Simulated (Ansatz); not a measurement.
**Single-point calculation, with input and output: GaN (part 1 of 2)**

The run: single-point calculation of GaN (F-43m, 54 atoms in the cell). Method and program: DFT PBE, scalar-relativistic, plane waves, PAW, no spin polarisation (Ansatz 0.2.0).

The structure derives from a Materials Project entry.

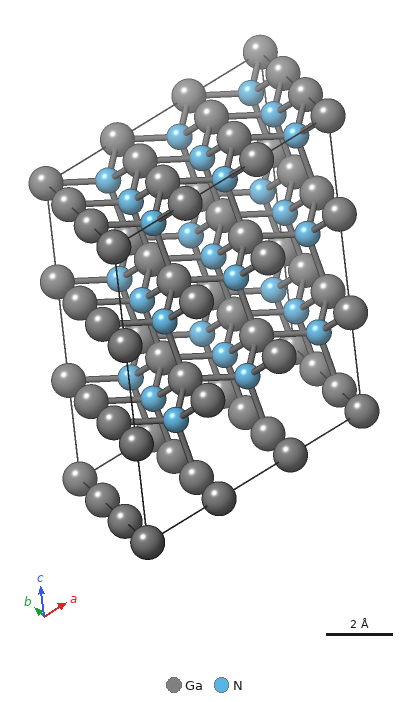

Figure 1. The structure as given in the input (ball-and-stick view of the cell of the calculation, seen slightly off an axis). An atom can appear more than once, as a periodic image. Near neighbours in the periodic cell (some may lie outside the picture): Ga has 4 N at 1.95 Å; N has 4 Ga at 1.95 Å.

### Input
```yaml
crystal:
  lattice:
    - [0.0, 6.760502, 6.760502]
    - [6.760502, 0.0, 6.760502]
    - [6.760502, 6.760502, 0.0]
  atoms:
    - { symbol: Ga, position: [0.0, 0.0, 0.0] }
    - { symbol: Ga, position: [0.0, 0.0, 0.333333] }
    - { symbol: Ga, position: [0.0, 0.0, 0.666667] }
    - { symbol: Ga, position: [0.0, 0.333333, 0.0] }
    - { symbol: Ga, position: [0.0, 0.333333, 0.333333] }
    - { symbol: Ga, position: [0.0, 0.333333, 0.666667] }
    - { symbol: Ga, position: [0.0, 0.666667, 0.0] }
    - { symbol: Ga, position: [0.0, 0.666667, 0.333333] }
    - { symbol: Ga, position: [0.0, 0.666667, 0.666667] }
    - { symbol: Ga, position: [0.333333, 0.0, 0.0] }
    - { symbol: Ga, position: [0.333333, 0.0, 0.333333] }
    - { symbol: Ga, position: [0.333333, 0.0, 0.666667] }
    - { symbol: Ga, position: [0.333333, 0.333333, 0.0] }
    - { symbol: Ga, position: [0.333333, 0.333333, 0.333333] }
    - { symbol: Ga, position: [0.333333, 0.333333, 0.666667] }
    - { symbol: Ga, position: [0.333333, 0.666667, 0.0] }
    - { symbol: Ga, position: [0.333333, 0.666667, 0.333333] }
    - { symbol: Ga, position: [0.333333, 0.666667, 0.666667] }
    - { symbol: Ga, position: [0.666667, 0.0, 0.0] }
    - { symbol: Ga, position: [0.666667, 0.0, 0.333333] }
    - { symbol: Ga, position: [0.666667, 0.0, 0.666667] }
    - { symbol: Ga, position: [0.666667, 0.333333, 0.0] }
    - { symbol: Ga, position: [0.666667, 0.333333, 0.333333] }
    - { symbol: Ga, position: [0.666667, 0.333333, 0.666667] }
    - { symbol: Ga, position: [0.666667, 0.666667, 0.0] }
    - { symbol: Ga, position: [0.666667, 0.666667, 0.333333] }
    - { symbol: Ga, position: [0.666667, 0.666667, 0.666667] }
    - { symbol: "N", position: [0.25, 0.25, 0.25] }
    - { symbol: "N", position: [0.25, 0.25, 0.583333] }
    - { symbol: "N", position: [0.25, 0.25, 0.916667] }
    - { symbol: "N", position: [0.25, 0.583333, 0.25] }
    - { symbol: "N", position: [0.25, 0.583333, 0.583333] }
    - { symbol: "N", position: [0.25, 0.583333, 0.916667] }
    - { symbol: "N", position: [0.25, 0.916667, 0.25] }
    - { symbol: "N", position: [0.25, 0.916667, 0.583333] }
    - { symbol: "N", position: [0.25, 0.916667, 0.916667] }
    - { symbol: "N", position: [0.583333, 0.25, 0.25] }
    - { symbol: "N", position: [0.583333, 0.25, 0.583333] }
    - { symbol: "N", position: [0.583333, 0.25, 0.916667] }
    - { symbol: "N", position: [0.583333, 0.583333, 0.25] }
    - { symbol: "N", position: [0.583333, 0.583333, 0.583333] }
    - { symbol: "N", position: [0.583333, 0.583333, 0.916667] }
    - { symbol: "N", position: [0.583333, 0.916667, 0.25] }
    - { symbol: "N", position: [0.583333, 0.916667, 0.583333] }
    - { symbol: "N", position: [0.583333, 0.916667, 0.916667] }
    - { symbol: "N", position: [0.916667, 0.25, 0.25] }
    - { symbol: "N", position: [0.916667, 0.25, 0.583333] }
    - { symbol: "N", position: [0.916667, 0.25, 0.916667] }
    - { symbol: "N", position: [0.916667, 0.583333, 0.25] }
    - { symbol: "N", position: [0.916667, 0.583333, 0.583333] }
    - { symbol: "N", position: [0.916667, 0.583333, 0.916667] }
    - { symbol: "N", position: [0.916667, 0.916667, 0.25] }
    - { symbol: "N", position: [0.916667, 0.916667, 0.583333] }
    - { symbol: "N", position: [0.916667, 0.916667, 0.916667] }
basis:
  ecutwfc: 420
  fft_grid_basis: typed
kpoints:
  mp_grid: { grid: [2, 2, 2] }
hamiltonian:
  xc: pbe
  pseudopotentials: { kind: paw }
scf:
  occupations: { method: gaussian, width: 0.05 }
output:
  forces: true
  stress: false
  eigenvalues: true
  bader: false
  write_density: true
  volumetric_format: npy
```

Run as:
```bash
ansatz run input.yaml --threads 8 --pin off --max-ram 16384MiB --backend cpu --events-out ev --progress --plain --runs-dir out
```

### What the program printed
```
Warning: the atoms were moved onto the symmetric positions of the space group found under crystal.symmetry.tolerance 1.0e-5 (fractional; no operation is sought that the atoms, as they stand in a round, miss by more than twice it, and no atom is moved by as much as it), and the run uses the moved positions. Before a round's move an operation carried an atom to 1.56e-5 Å from where it should land, the largest such distance. Atom 13 (counting from 0) moved farthest, by 7.81e-6 Å; the longest move in fractions of the cell, of whichever atom, is 0.05 of the tolerance, in 1 round. To run the atoms as typed, lower crystal.symmetry.tolerance until the operations that they miss are no longer found, or set crystal.symmetry.detect: false (a key that needs symmetry detection or time reversal refuses this as the deck is read). The positions used, in the order of the run's atom list: position: [0.0, 0.0, 0.0]; position: [0.0, 0.0, 0.3333333333333333]; position: [0.0, 0.0, 0.6666666666666666]; position: [0.0, 0.3333333333333333, 0.0]; position: [0.0, 0.3333333333333333, 0.3333333333333333]; position: [0.0, 0.3333333333333333, 0.6666666666666666]; position: [0.0, 0.6666666666666666, 0.0]; position: [0.0, 0.6666666666666666, 0.3333333333333333]; position: [0.0, 0.6666666666666666, 0.6666666666666666]; position: [0.3333333333333333, 0.0, 0.0]; position: [0.3333333333333333, 0.0, 0.3333333333333333]; position: [0.3333333333333333, 0.0, 0.6666666666666666]; position: [0.3333333333333333, 0.3333333333333333, 0.0]; position: [0.3333333333333333, 0.3333333333333333, 0.3333333333333333]; position: [0.3333333333333333, 0.3333333333333333, 0.6666666666666666]; position: [0.3333333333333333, 0.6666666666666666, 0.0]; position: [0.3333333333333333, 0.6666666666666666, 0.3333333333333333]; position: [0.3333333333333333, 0.6666666666666666, 0.6666666666666666]; position: [0.6666666666666666, 0.0, 0.0]; position: [0.6666666666666666, 0.0, 0.3333333333333333]; position: [0.6666666666666666, 0.0, 0.6666666666666666]; position: [0.6666666666666666, 0.3333333333333333, 0.0]; position: [0.6666666666666666, 0.3333333333333333, 0.3333333333333333]; position: [0.6666666666666666, 0.3333333333333333, 0.6666666666666666]; position: [0.6666666666666666, 0.6666666666666666, 0.0]; position: [0.6666666666666666, 0.6666666666666666, 0.3333333333333333]; position: [0.6666666666666666, 0.6666666666666666, 0.6666666666666666]; position: [0.25, 0.25, 0.25]; position: [0.25, 0.25, 0.5833333333333333]; position: [0.25, 0.25, 0.9166666666666666]; position: [0.25, 0.5833333333333333, 0.25]; position: [0.25, 0.5833333333333333, 0.5833333333333333]; position: [0.25, 0.5833333333333333, 0.9166666666666666]; position: [0.25, 0.9166666666666666, 0.25]; position: [0.25, 0.9166666666666666, 0.5833333333333333]; position: [0.25, 0.9166666666666666, 0.9166666666666666]; position: [0.5833333333333333, 0.25, 0.25]; position: [0.5833333333333333, 0.25, 0.5833333333333333]; position: [0.5833333333333333, 0.25, 0.9166666666666666]; position: [0.5833333333333333, 0.5833333333333333, 0.25]; position: [0.5833333333333333, 0.5833333333333333, 0.5833333333333333]; position: [0.5833333333333333, 0.5833333333333333, 0.9166666666666666]; position: [0.5833333333333333, 0.9166666666666666, 0.25]; position: [0.5833333333333333, 0.9166666666666666, 0.5833333333333333]; position: [0.5833333333333333, 0.9166666666666666, 0.9166666666666666]; position: [0.9166666666666666, 0.25, 0.25]; position: [0.9166666666666666, 0.25, 0.5833333333333333]; position: [0.9166666666666666, 0.25, 0.9166666666666666]; position: [0.9166666666666666, 0.5833333333333333, 0.25]; position: [0.9166666666666666, 0.5833333333333333, 0.5833333333333333]; position: [0.9166666666666666, 0.5833333333333333, 0.9166666666666666]; position: [0.9166666666666666, 0.9166666666666666, 0.25]; position: [0.9166666666666666, 0.9166666666666666, 0.5833333333333333]; position: [0.9166666666666666, 0.9166666666666666, 0.9166666666666666];
Engine: ansatz 0.2.0, aarch64-unknown-linux-gnu
Pseudopotentials: kind: paw
Pseudopotential: Ga, paw, valence charge 13, recommended cutoff 420 eV (normal), Ga.paw.azcp
Pseudopotential: N, paw, valence charge 5, recommended cutoff 420 eV (normal), N.paw.azcp
Functional definition: PBE
  parameter kappa = 0.804
  parameter beta = 0.06672455060314922
  exchange = pbe_x(kappa = kappa, mu = beta*pi^2/3)
  correlation = pbe_c(beta = beta)
Crystal: 54 atoms, lattice volume = 617.969 Å³
Basis set: ecut = 420 eV, 12039 PW (Γ), exchange–correlation on 128×128×128 points (8 copies of the dense FFT grid, shifted against one another)
Bands: 297, of which v1, the nominal top of the filled ones, is band 243 counted from 1 (242 counted from 0)
Symmetry: 648 space group operations
Space group: F-43m (ITA 216), of the structure as read, at distance tolerance 8.5e-5 Å
k-points: 3 of 8
Non-local potential: Ga, projectors of the file, l = 0: 2, l = 1: 2, l = 2: 3, l = 3: 1
Non-local potential: N, projectors of the file, l = 0: 2, l = 1: 2, l = 2: 1
PAW form: soft (Blöchl's): semilocal exchange-correlation on the pseudo side does not see the compensation charge
PAW one-centre angular grid: Ga, 590 points (default); XC on 64 Gauss nodes
PAW one-centre angular grid: N, 110 points (default); XC on 64 Gauss nodes
Initial density: superposition of atomic densities (neutral atoms: chi_scale 0, normalization atom), corrected by the library's trained network
Initial wavefunctions: pseudopotential atomic-orbital guess
Functional: x = pbe(κ = 0.804, μ = 0.2195149727645171), c = pbe(β = 0.06672455060314922)
SCF iter   1: F=—  HF=-112533.120438 eV  |F-HF|=—  |Δ(HF+E_count)|=         —  Δρ=6.25e-4  dr2=7.22e-4  ethr=1.77e-3  ⟨swp⟩=5.3  Hψ=2970  notcnv=0  defer=21
preconditioner: auto → Resta (q_TF=auto, 2.621 Å⁻¹)  ε∞=5.0  [insulator: Δε(μ)=1.714 eV  Ē_g=16.513 eV  σ=0.050 eV  W_gap=1.00  n_scr=168 (ndim 8)  ℏωp=32.9 eV  f_vac=0.001  D(μ)=0.00/eV (n_scr^D=0)  ε∞_Penn≈5.0]
SCF iter   2: F=—  HF=-112533.125462 eV  |F-HF|=—  |Δ(HF+E_count)|=   5.02e-3  Δρ=3.61e-4  dr2=2.84e-4  ethr=1.49e-7  ⟨swp⟩=3.0  Hψ=2282  notcnv=0  defer=81
SCF iter   3: F=—  HF=-112533.126604 eV  |F-HF|=—  |Δ(HF+E_count)|=   1.14e-3  Δρ=1.92e-4  dr2=9.30e-5  ethr=5.84e-8  ⟨swp⟩=2.0  Hψ=1422  notcnv=0  defer=42
automatic band count: iteration 3 solves 281 bands in place of 297: the levels show a gap, and the empty bands left out lie too high to hold charge; the band table lists the bands solved (type scf.n_extra_bands for more)
SCF iter   4: F=—  HF=-112533.127502 eV  |F-HF|=—  |Δ(HF+E_count)|=   8.98e-4  Δρ=6.31e-5  dr2=1.81e-5  ethr=1.91e-8  ⟨swp⟩=2.0  Hψ=1478  notcnv=0  defer=42
SCF iter   5: F=—  HF=-112533.127520 eV  |F-HF|=—  |Δ(HF+E_count)|=   1.77e-5  Δρ=2.11e-5  dr2=2.20e-6  ethr=3.73e-9  ⟨swp⟩=2.0  Hψ=1481  notcnv=0  defer=42
SCF iter   6: F=—  HF=-112533.127521 eV  |F-HF|=—  |Δ(HF+E_count)|=   1.62e-6  Δρ=6.04e-6  dr2=2.52e-7  ethr=4.53e-10  ⟨swp⟩=2.0  Hψ=1355  notcnv=0  defer=42
SCF iter   7: F=-112533.127522 eV  HF=-112533.127522 eV  |F-HF|=6.23e-9  |Δ(HF+E_count)|=   3.44e-7  Δρ=1.38e-6  dr2=1.01e-8  ethr=2.06e-11  ⟨swp⟩=9.3  Hψ=3063  notcnv=0
SCF 1 converged in 7 iterations: F = -112533.127522 eV  dr2 = 1.01e-8
  greatest PAW one-centre occupation: 0.995 electrons in one spin orbital (limit 2), on the Ga atom at site 26 (counted from 0), in its partial waves of l = 2
```

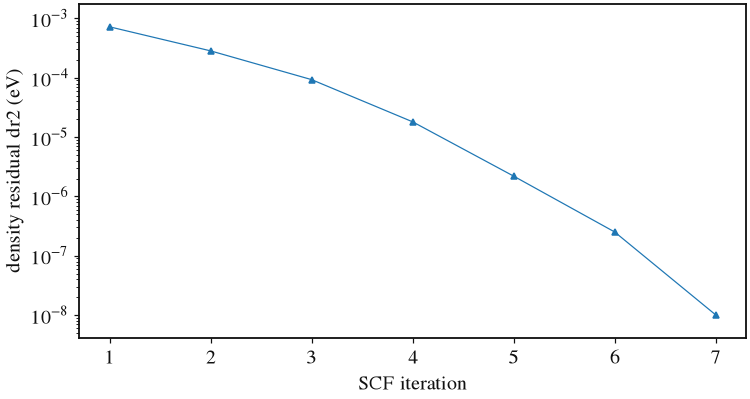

Figure 2. Convergence of the self-consistent field: density residual dr2 against the SCF iteration. The residual falls at every step.

```
SCF converged after 7 iterations
Free energy (F): -112533.127522 eV
Harris-Foulkes:  -112533.127522 eV  (|F-HF|=6.23e-9)
Internal energy: -112533.127522 eV  (E = F + TS)
E sigma→0 (E₀):  -112533.127522 eV
Fermi energy:    10.513065 eV
--- Per-component energies (eV) ---
  E_band       = -151.549036
  E_kinetic    = 6673.217763
  E_local      = -52649.787577  (includes V_loc(G=0)·N_el)
  E_nonlocal   = 12806.457101
  E_hartree    = 24223.121596
  E_xc         = -3477.947802
  E_vxc        = -3622.197743  (∫ρ·V_xc dr)
  E_paw        = -57247.449712  (= ΣΔE_a)
  E_vpaw       = -11805.482237  (= ΣTr[D̂ρ^β])
  E_aug_tail   = 0.003743  (compensation charges beyond the density's cutoff)
  E_ewald      = -42860.742633
  E_smearing   = -0.000000  (= −TS)
  E_closure    = 0.000000  (closes the sum)
  Σ components = -112533.127522   (vs F -112533.127522, Δ=0.00e0)
```
